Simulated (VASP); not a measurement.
# NaCl: excitons from the Bethe-Salpeter equation

What does the electron-hole attraction do to the spectrum of NaCl? The cell is of the rock-salt type, one of the forms listed for this formula. The start is a cell from a database of measured crystal structures.

Main program and level: VASP 6.6.1; PBE; plane waves and PAW (Cl_GW, Na_sv_GW), in the first sound run; inputs show where later runs differ.

The database entry behind the starting cell differs from later determinations by our own check (an axis about 0.4 % short against later determinations), so it need not match the best structure at ambient conditions.

### Step 1. Starting point

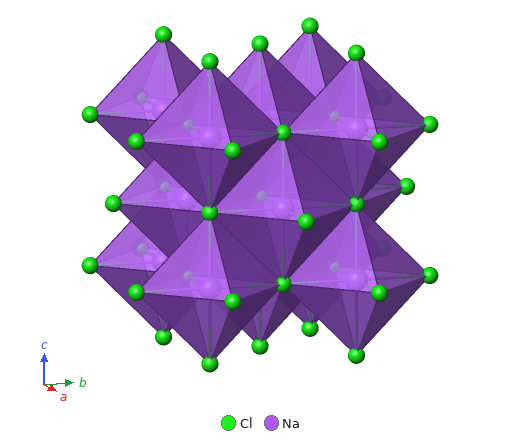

The cell as given, slightly off an axis (chlorine green, sodium purple). This picture shows the conventional cell, with its axes. Some periodic images of atoms are drawn too.

### Step 2. Ground state

The orbitals come from a self-consistent PBE run with a tight EDIFF and a narrow smearing. KPOINTS_OPT adds the bands along a path, which shows whether the mesh holds the band edges.

File INCAR:

```
SYSTEM = NaCl
PREC = Accurate
ENCUT = 400
EDIFF = 1E-08
NELM = 100
ISMEAR = 0
SIGMA = 0.01
LREAL = .FALSE.
ALGO = Normal
GGA = PE
NBANDS = 14
LORBIT = 11
LWAVE = .TRUE.
LCHARG = .FALSE.
KPAR = 8
```

File POSCAR:

```
NaCl
1.0
    0.0000000000      2.8100000000      2.8100000000
    2.8100000000      0.0000000000      2.8100000000
    2.8100000000      2.8100000000      0.0000000000
Cl Na
1 1
Direct
    0.5000000000      0.5000000000      0.5000000000
    0.0000000000      0.0000000000      0.0000000000
```

File KPOINTS:

```
Automatic mesh
0
Gamma
10 10 10
0 0 0
```

File KPOINTS_OPT:

```
Line mode
12
Line-mode
Reciprocal
  0.00000000   0.00000000   0.00000000 GAMMA
  0.50000000   0.00000000   0.50000000 X

  0.50000000   0.00000000   0.50000000 X
  0.50000000   0.25000000   0.75000000 W

  0.50000000   0.25000000   0.75000000 W
  0.37500000   0.37500000   0.75000000 K

  0.37500000   0.37500000   0.75000000 K
  0.00000000   0.00000000   0.00000000 GAMMA

  0.00000000   0.00000000   0.00000000 GAMMA
  0.50000000   0.50000000   0.50000000 L

  0.50000000   0.50000000   0.50000000 L
  0.62500000   0.25000000   0.62500000 U

  0.62500000   0.25000000   0.62500000 U
  0.50000000   0.25000000   0.75000000 W

  0.50000000   0.25000000   0.75000000 W
  0.50000000   0.50000000   0.50000000 L

  0.50000000   0.50000000   0.50000000 L
  0.37500000   0.37500000   0.75000000 K

  0.62500000   0.25000000   0.62500000 U
  0.50000000   0.00000000   0.50000000 X
```

PAW data sets: Cl_GW and Na_sv_GW (PBE family, release 64).

The run is started by

```
$ mpirun -np 8 vasp_std
```

The log of the run:

```text
[banner, memory and clock lines left out]
running    8 mpi-ranks, on    1 nodes
 distrk:  each k-point on    1 cores,    8 groups
 distr:  one band on    1 cores,    1 groups

 POSCAR found type information on POSCAR ClNa
 POSCAR found :  2 types and       2 ions
|                                                                             |
|           W    W    AA    RRRRR   N    N  II  N    N   GGGG   !!!           |
|           W    W   A  A   R    R  NN   N  II  NN   N  G    G  !!!           |
|           W    W  A    A  R    R  N N  N  II  N N  N  G       !!!           |
|           W WW W  AAAAAA  RRRRR   N  N N  II  N  N N  G  GGG   !            |
|           WW  WW  A    A  R   R   N   NN  II  N   NN  G    G                |
|           W    W  A    A  R    R  N    N  II  N    N   GGGG   !!!           |
|                                                                             |
|     For optimal performance we recommend to set                             |
|       NCORE = 2 up to number-of-cores-per-socket                            |
|     NCORE specifies how many cores store one orbital (NPAR=cpu/NCORE).      |
|     This setting can greatly improve the performance of VASP for DFT.       |
|     The default, NCORE=1 might be grossly inefficient on modern             |
|     multi-core architectures or massively parallel machines. Do your        |
|     Unfortunately you need to use the default for GW and RPA                |
|     calculations (for HF NCORE is supported but not extensively tested      |
|     yet).                                                                   |
|                                                                             |

 LDA part: xc-table for (Slater+PW92), standard interpolation
 POSCAR, INCAR and KPOINTS ok, starting setup
 FFT: planning ... GRIDC
 FFT: planning ... GRID_SOFT
 FFT: planning ... GRID
 WAVECAR not read
 entering main loop
       N       E                     dE             d eps       ncg     rms          rms(c)
DAV:   1     0.115223684212E+03    0.11522E+03   -0.67427E+03  1324   0.899E+02
DAV:   2    -0.292206342314E+01   -0.11815E+03   -0.11091E+03  1496   0.284E+02
DAV:   3    -0.881071459904E+01   -0.58887E+01   -0.58450E+01  1724   0.618E+01
DAV:   4    -0.898210539216E+01   -0.17139E+00   -0.17131E+00  1860   0.110E+01
DAV:   5    -0.898560585971E+01   -0.35005E-02   -0.35004E-02  1830   0.152E+00    0.159E+00
DAV:   6    -0.885191031072E+01    0.13370E+00   -0.18076E-01  1652   0.340E+00    0.758E-01
DAV:   7    -0.884498351309E+01    0.69268E-02   -0.49992E-02  1906   0.148E+00    0.400E-01
DAV:   8    -0.885041905137E+01   -0.54355E-02   -0.77688E-03  1448   0.863E-01    0.441E-02
DAV:   9    -0.885047522393E+01   -0.56173E-04   -0.17787E-04  1720   0.161E-01    0.213E-02
DAV:  10    -0.885054320504E+01   -0.67981E-04   -0.65934E-05  1484   0.536E-02    0.230E-03
DAV:  11    -0.885054460828E+01   -0.14032E-05   -0.25388E-06  1682   0.123E-02    0.102E-03
DAV:  12    -0.885054497283E+01   -0.36455E-06   -0.57443E-07  1502   0.674E-03    0.107E-03
DAV:  13    -0.885054481058E+01    0.16226E-06   -0.11555E-07  1712   0.421E-03    0.621E-05
DAV:  14    -0.885054479524E+01    0.15332E-07   -0.22179E-09   988   0.650E-04    0.226E-05
DAV:  15    -0.885054479438E+01    0.86675E-09   -0.39017E-10   934   0.227E-04
   1 F= -.88505448E+01 E0= -.88505448E+01  d E =-.383597E-33
 Start KPOINTS_OPT (optional k-point list driver)
k-point batch [1-47\120]
       N       E                     dE             ncg
DAV:   1    -0.684734576256E+04   -0.25242E+05     1324
DAV:   2    -0.122461251746E+05   -0.53988E+04     1520
DAV:   3    -0.125011486439E+05   -0.25502E+03     1726
DAV:   4    -0.125080627299E+05   -0.69141E+01     1814
DAV:   5    -0.125082916071E+05   -0.22888E+00     1816
DAV:   6    -0.125083016117E+05   -0.10005E-01     1906
DAV:   7    -0.125083017185E+05   -0.10680E-03     1834
DAV:   8    -0.125083017205E+05   -0.19153E-05     1900
DAV:   9    -0.125083017205E+05   -0.16211E-07     1354
DAV:  10    -0.125083017205E+05   -0.27558E-08     1204
[...]
k-point batch [95-120\120]
       N       E                     dE             ncg
DAV:   1     0.652031694973E+04   -0.16304E+05      734
DAV:   2     0.341790967633E+04   -0.31024E+04      824
DAV:   3     0.327700567179E+04   -0.14090E+03      944
DAV:   4     0.327314977363E+04   -0.38559E+01     1064
DAV:   5     0.327303970241E+04   -0.11007E+00      990
DAV:   6     0.327303296022E+04   -0.67422E-02     1136
DAV:   7     0.327303290170E+04   -0.58519E-04     1002
DAV:   8     0.327303290035E+04   -0.13478E-05     1106
DAV:   9     0.327303290034E+04   -0.11832E-07      756
DAV:  10     0.327303290034E+04   -0.84128E-09      730
 writing wavefunctions
```

Run time: 14 s. Hardware: 8 MPI ranks of Intel Xeon 6975P-C (Granite Rapids), shared host; peak memory 1.4 GiB; 80 s of CPU time.

Lines that name or quote the potential files are left out of all logs, and their timing lines are given in words.

OUTCAR, selected parts (step 2):

```text
ion  position               nearest neighbor table
   1  0.500  0.500  0.500-
   2  0.000  0.000  0.000-

  LATTYP: Found a face centered cubic cell.
 ALAT       =     5.6200000000

 Subroutine GETGRP returns: Found 48 space group operations
 (whereof 48 operations were pure point group operations)

The static configuration has the point symmetry O_h .

 Found     47 irreducible k-points:

   k-points           NKPTS =     47   k-points in BZ     NKDIM =     47   number of bands    NBANDS=     14

   dimension x,y,z NGX =    28 NGY =   28 NGZ =   28
   dimension x,y,z NGXF=    56 NGYF=   56 NGZF=   56

   ENCUT  =  400.0 eV  29.40 Ry    5.42 a.u.   6.48  6.48  6.48*2*pi/ulx,y,z

   NELECT =      16.0000    total number of electrons

 k-points in reciprocal lattice and weights: Automatic mesh
   0.00000000  0.00000000  0.00000000       0.001
   0.10000000  0.00000000  0.00000000       0.008
   0.20000000  0.00000000  0.00000000       0.008
   0.30000000  0.00000000  0.00000000       0.008
   0.40000000  0.00000000  0.00000000       0.008
   0.50000000  0.00000000  0.00000000       0.004
   0.10000000  0.10000000  0.00000000       0.006
   0.20000000  0.10000000  0.00000000       0.024
   0.30000000  0.10000000  0.00000000       0.024
[...]
-0.30000000  0.40000000  0.20000000       0.024
  -0.30000000  0.50000000  0.20000000       0.012

 average (electrostatic) potential at core
       1 -84.2180       2 -55.7845

 E-fermi :  -0.7942

 k-point     1 :       0.0000    0.0000    0.0000
  band No.  band energies     occupation
    ...
      4     -21.6719      2.00000
      5     -13.5585      2.00000
      6      -0.8754      2.00000
      7      -0.8754      2.00000
      8      -0.8754      2.00000
      9       4.2803      0.00000
     10      10.1739      0.00000
     11      10.1739      0.00000
     12      10.1739      0.00000
     13      12.2606      0.00000
    ...

 k-point     2 :       0.1000    0.0000    0.0000
  band No.  band energies     occupation
    ...
      4     -21.6724      2.00000
      5     -13.5272      2.00000
      6      -1.1252      2.00000
      7      -0.9026      2.00000
      8      -0.9026      2.00000
      9       4.6129      0.00000
     10       9.8062      0.00000
     11      10.3055      0.00000
     12      10.3055      0.00000
     13      12.0867      0.00000
    ...

 k-point     3 :       0.2000    0.0000    0.0000
  band No.  band energies     occupation
    ...
      4     -21.6732      2.00000
      5     -13.4439      2.00000
      6      -1.6857      2.00000
      7      -0.9722      2.00000
      8      -0.9722      2.00000
      9       5.3680      0.00000
     10       9.2636      0.00000
     11      10.4913      0.00000
     12      10.4913      0.00000
     13      12.0146      0.00000
    ...

  Total        0.0238626      0.0238626      0.0238626     -0.0000000      0.0000000     -0.0000000
  in kB        0.8615472      0.8615472      0.8615472     -0.0000000      0.0000000     -0.0000000
  external PRESSURE =       0.8615472 kB  Pullay stress =       0.0000000 kB

  energy-cutoff  :      400.00
  volume of cell :       44.38
      direct lattice vectors                 reciprocal lattice vectors
     0.000000000  2.810000000  2.810000000    -0.177935943  0.177935943  0.177935943
     2.810000000  0.000000000  2.810000000     0.177935943 -0.177935943  0.177935943
     2.810000000  2.810000000  0.000000000     0.177935943  0.177935943 -0.177935943

 POSITION                                       TOTAL-FORCE (eV/Angst)
 -----------------------------------------------------------------------------------
      2.81000      2.81000      2.81000         0.000000     -0.000000     -0.000000
      0.00000      0.00000      0.00000        -0.000000      0.000000      0.000000
 -----------------------------------------------------------------------------------
    total drift:                                0.000000      0.000000      0.000000

  FREE ENERGIE OF THE ION-ELECTRON SYSTEM (eV)
  ---------------------------------------------------
  free  energy   TOTEN  =        -8.8505447944 eV

  energy  without entropy=       -8.8505447944  energy(sigma->0) =       -8.85054479

 total charge
# of ion       s       p       d       tot
------------------------------------------
    1        1.570   3.537   0.002   5.109
    2        2.002   5.984   0.016   8.002
--------------------------------------------------
tot          3.572   9.521   0.018  13.111

[... 3 further parts left out ...]
```

Numbers from this step:

| Property | Result |
| --- | --- |
| free energy (TOTEN) | -8.851 eV |
| Fermi energy | -0.7942 eV |
| pressure | 0.08615 GPa |
| least gap on mesh and path | 5.156 eV |
| least direct gap on mesh and path | 5.156 eV |

The highest empty bands on the path are converged less tightly, to about 0.1 eV. Electronic bands along the path, in eV, zero at the valence-band top; v1 is the highest filled band, c1 the lowest empty one:

| point | v3 | v2 | v1 | c1 | c2 | c3 | c4 |
| --- | --- | --- | --- | --- | --- | --- | --- |
| Γ | 0.00 | 0.00 | 0.00 | 5.16 | 11.05 | 11.05 | 11.05 |
| X | -1.69 | -0.61 | -0.61 | 7.56 | 8.04 | 11.40 | 14.88 |
| W | -1.21 | -1.21 | -0.76 | 8.85 | 9.70 | 9.70 | 11.37 |
| K | -1.43 | -1.13 | -0.50 | 8.24 | 9.04 | 10.59 | 12.74 |
| Γ | 0.00 | 0.00 | 0.00 | 5.16 | 11.05 | 11.05 | 11.05 |
| L | -1.95 | -0.27 | -0.27 | 7.28 | 10.72 | 10.92 | 10.92 |
| U | -1.43 | -1.13 | -0.50 | 8.24 | 9.04 | 10.59 | 12.74 |
| W | -1.21 | -1.21 | -0.76 | 8.85 | 9.70 | 9.70 | 11.37 |
| L | -1.95 | -0.27 | -0.27 | 7.28 | 10.72 | 10.92 | 10.92 |
| K | -1.43 | -1.13 | -0.50 | 8.24 | 9.04 | 10.59 | 12.74 |
| jump to U | -1.43 | -1.13 | -0.50 | 8.24 | 9.04 | 10.59 | 12.74 |
| X | -1.69 | -0.61 | -0.61 | 7.56 | 8.04 | 11.40 | 14.88 |

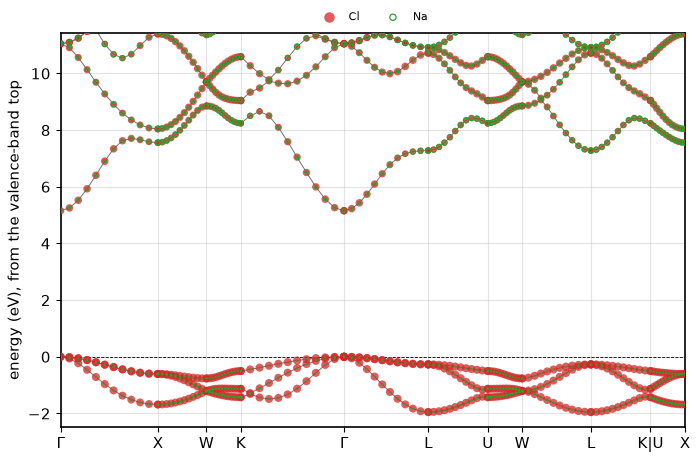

Electronic bands along the path; dots are coloured as in the legend, and their area grows with the weight.

The cell has a gap of 5.16 eV on mesh and path.

### Step 3. Empty bands

ALGO = Exact makes the empty bands from the converged ground state in one step. LOPTICS writes the k-derivatives of the orbitals (WAVEDER), which give the long-wavelength limit of the screening.

File INCAR:

```
SYSTEM = NaCl
PREC = Accurate
ENCUT = 400
ISMEAR = 0
SIGMA = 0.01
LREAL = .FALSE.
GGA = PE
NBANDS = 104
ALGO = Exact
NELM = 1
LWAVE = .TRUE.
LCHARG = .FALSE.
LOPTICS = .TRUE.
NEDOS = 1000
CSHIFT = 0.1
```

POSCAR is that of step 2.

KPOINTS is that of step 2.

The run is started by

```
$ mpirun -np 8 vasp_std
```

The log of the run:

```text
[banner, memory and clock lines left out]
running    8 mpi-ranks, on    1 nodes
 distrk:  each k-point on    8 cores,    1 groups
 distr:  one band on    1 cores,    8 groups

 POSCAR found type information on POSCAR ClNa
 POSCAR found :  2 types and       2 ions
 [... a notice as in an earlier step ...]

 LDA part: xc-table for (Slater+PW92), standard interpolation
 found WAVECAR, reading the header
  number of bands has changed, file:    14 present:   104
  trying to continue reading WAVECAR, but it might fail
 POSCAR, INCAR and KPOINTS ok, starting setup
 FFT: planning ... GRIDC
 FFT: planning ... GRID_SOFT
 FFT: planning ... GRID
 reading WAVECAR
 random initialization beyond band           14
 the WAVECAR file was read successfully
 initial charge from wavefunction
 entering main loop
       N       E                     dE             d eps       ncg     rms          rms(c)
DIA:   1    -0.885054479593E+01   -0.88505E+01    0.00000E+00     0   0.000E+00
   1 F= -.88505448E+01 E0= -.88505448E+01  d E =-.496373E-21
 writing wavefunctions
 optical routines
 imaginary and real dielectric function
 recalculating local potential from charge density
 direction            1
 direction            2
 direction            3
```

Wall time 29 s (8 MPI ranks); peak memory 1.7 GiB; 2.9 min of CPU time.

From OUTCAR (step 3):

```text
The static configuration has the point symmetry O_h .

 Found     47 irreducible k-points:

   k-points           NKPTS =     47   k-points in BZ     NKDIM =     47   number of bands    NBANDS=    104

   NELECT =      16.0000    total number of electrons

 E-fermi :  -0.8137

 k-point     2 :       0.1000    0.0000    0.0000
  band No.  band energies     occupation
    ...
      4     -21.6724      2.00000
      5     -13.5273      2.00000
      6      -1.1253      2.00000
      7      -0.9026      2.00000
      8      -0.9026      2.00000
      9       4.6129      0.00000
     10       9.8062      0.00000
     11      10.3055      0.00000
     12      10.3055      0.00000
     13      12.0867      0.00000
    ...

 k-point     6 :       0.5000    0.0000    0.0000
  band No.  band energies     occupation
    ...
      4     -21.6744      2.00000
      5     -13.2137      2.00000
      6      -2.8275      2.00000
      7      -1.1444      2.00000
      8      -1.1444      2.00000
      9       6.4039      0.00000
     10       9.8485      0.00000
     11      10.0434      0.00000
     12      10.0434      0.00000
     13      14.2140      0.00000
    ...

  Total        0.0233874      0.0233874      0.0233874     -0.0000000      0.0000000      0.0000000
  in kB        0.8443906      0.8443906      0.8443906     -0.0000000      0.0000000      0.0000000
  external PRESSURE =       0.8443906 kB  Pullay stress =       0.0000000 kB

 POSITION                                       TOTAL-FORCE (eV/Angst)
 -----------------------------------------------------------------------------------
      2.81000      2.81000      2.81000         0.000000     -0.000000      0.000000
      0.00000      0.00000      0.00000        -0.000000      0.000000     -0.000000
 -----------------------------------------------------------------------------------
    total drift:                                0.000000      0.000000      0.000000

  FREE ENERGIE OF THE ION-ELECTRON SYSTEM (eV)
  ---------------------------------------------------
  free  energy   TOTEN  =        -8.8505447959 eV

  energy  without entropy=       -8.8505447959  energy(sigma->0) =       -8.85054480

 plasma frequency squared (from intraband transitions) (eV^2)
  --------------------------------------------------------------------------------------
       0.000       0.000       0.000
       0.000       0.000       0.000
       0.000       0.000       0.000

[... 12 parts as in an earlier step ...]
```

WAVECAR now holds 104 bands for 16 electrons. Its independent-particle dielectric tensor has xx, yy, zz = 2.8, 2.8, 2.8 on this mesh, which isn't tested for convergence in mesh or bands and lacks local fields.

[end of part 1 of 4]

[Lines on the potential files, build, host, timing and source positions are cut from VASP's logs without a mark.]

[Logs are printed without paths, hosts, clocks, repeated set-up lines and the standing remarks that a program may print on its own settings, such as how far it seeks lower states.]

[Hosts, paths, dates, database ids (printed as entryN), source tags and the programs' standing remarks are cut or masked in the printed files.]

[Pressures printed for these runs are not shown converged in the cutoff: they can be off by several GPa and have the wrong sign.]
